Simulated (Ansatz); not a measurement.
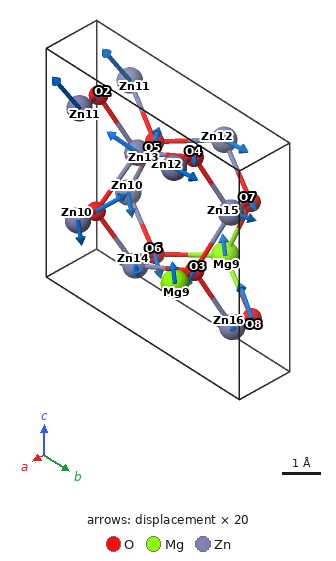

This is a relaxation of a crystal of MgZn7O8 (a generated structure, set up in P1) (coarse preliminary run). The starting structure is drawn; blue arrows show the displacements (the part carried along by the change of the cell is left out), magnified 20 times.

The picture is a ball-and-stick view of the cell of the calculation, seen slightly off an axis.

Case: elements placed on the wurtzite lattice at random.

Method: DFT r2SCAN, scalar-relativistic, plane waves, PAW (Ansatz). Settings: plane-wave cutoff 500 eV; k-point mesh 2 × 2 × 2; occupations gaussian; smearing width 0.1 eV; mesh shifted by (0.5, 0.5, 0.5); no spin polarisation; cell and atoms relaxed; force threshold 0.04 eV/Å; at most 50 steps.

What did the optimiser do to the structure, and how much energy did it gain?

Answer. The atom that moves furthest relative to the cell is a Zn atom (0.075 Å along [2 −1 1]). Largest moves by element: Zn 0.075 Å, O 0.058 Å, Mg 0.031 Å. Cell: a 5.036 → 5.205 Å (+3.3 %), b 6.218 → 6.465 Å (+4.0 %), c 6.218 → 6.468 Å (+4.0 %), α 120.0° → 119.8°. Volume +12.0 %. Near-neighbour distances that change, for instance: O–Zn 1.854 → 1.967 Å, O–Zn 1.874 → 1.975 Å, O–Zn 1.891 → 1.967 Å, O–Zn 1.917 → 1.984 Å. Among the angles between lasting bonds that change: O–Zn–O 107.4° → 111.8°, O–Zn–O 112.4° → 108.1°, Zn–O–Zn 106.4° → 110.3°. The space group stays P1 (No. 1). The energy falls by 88.6 meV per atom in 2 accepted moves (3 points after the start). The largest force component goes from 0.88 to 0.032 eV/Å. The pressure goes from 21.76 to 0.08 GPa. At 1 point the geometry stayed and the basis and grid were re-selected for the new cell (energy shift of 1.0 meV per atom at most each time).
